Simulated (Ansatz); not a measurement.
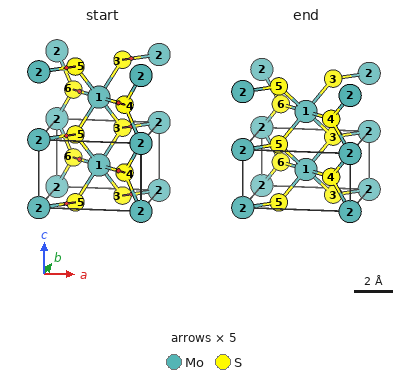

The structure of solid MoS2 (built on the MgH2-136 type type) before (left) and after (right) a relaxation, at one scale. The red arrows give the displacements (the part carried along by the change of the cell is left out), 5 times their true length.

A ball-and-stick model of the cell of the calculation, repeated 1 × 1 × 2 with one cell outlined, seen slightly off an axis.

Level of theory: DFT, PBEsol, plane waves, PAW (Ansatz).

The input:
```yaml
crystal:
  lattice:
    - [5.54295103, 0.0, 0.0]
    - [0.0, 5.54295103, 0.0]
    - [0.0, 0.0, 3.70529816]
  atoms:
    - { symbol: Mo, position: [0.5, 0.5, 0.5] }
    - { symbol: Mo, position: [0.0, 0.0, 0.0] }
    - { symbol: S, position: [0.695572, 0.695572, 0.0] }
    - { symbol: S, position: [0.804428, 0.195572, 0.5] }
    - { symbol: S, position: [0.304428, 0.304428, 0.0] }
    - { symbol: S, position: [0.195572, 0.804428, 0.5] }
kpoints:
  mp_grid: { grid: [4, 4, 6] }
hamiltonian:
  xc: pbesol
scf:
  occupations: { method: fermi_dirac, width: 0.03 }
relax:
  f_tol: 0.01
  cell: {}
  max_steps: 120
```

Run as
```bash
ansatz run input.yaml --threads 2 --pin off --max-ram 29491MiB --backend cpu --events-out ev --progress --plain --runs-dir out
```

Summarise the run.

The largest moves relative to the cell, 0.16 Å, are those of S3, S4, S5 and S6. S4 goes along [−1 1 0]. Mo stays in place. The volume changes by −5.7 %, with a = b 5.543 → 5.823 Å (+5.0 %), c 3.705 → 3.166 Å (−14.6 %). Some distances before and after: Mo1–S4 2.386 → 2.345 Å, Mo1–S3 2.405 → 2.376 Å. Among the angles between lasting bonds that change: S3–Mo1–S3 100.8° → 83.5°, Mo1–S3–Mo1 100.8° → 83.5°, S3–Mo1–S5 79.2° → 96.5°. The space group stays P4_2/mnm (No. 136). Over 5 accepted moves (6 points after the start) the energy falls by 174 meV per atom. The largest force component goes from 0.31 to 0.0012 eV/Å. The pressure goes from −3.75 to 0.01 GPa. The SCF was repeated once at an unchanged geometry on a basis and grid sized afresh for the cell, which shifted the energy by less than 0.05 meV per atom at most.
